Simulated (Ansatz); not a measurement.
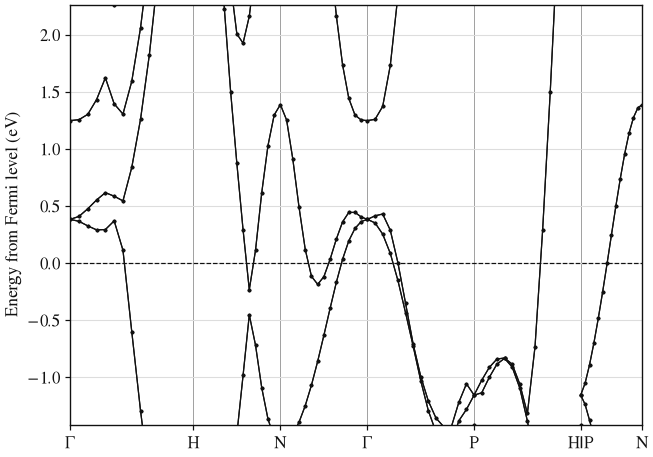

Band structure. Energies are counted from the Fermi level.

What lattice type does the k path imply?

A body-centred cubic lattice: the path Γ–H–N–Γ–P–H|P–N runs through the special points of its Brillouin zone.

The material is bcc Ta, space group Im-3m (No. 229), 1 atom in the primitive cell; cubic a = 3.303 Å.

Level of theory: LDA, Ta d U = 4.5 eV, Ansatz PAW, spin-orbit coupling, no magnetisation, 11×11×11 k mesh, 420 eV cutoff, Fermi-Dirac smearing of 0.01 eV; code Ansatz 0.2.0.

Is there a gap at the Fermi level?

A metal: bands cross the Fermi level along this path.

The PAW data sets were made with another functional. The cell is at −5 GPa in this functional. Bands are joined in order of energy, so crossings between the computed points show as kinks or gaps.
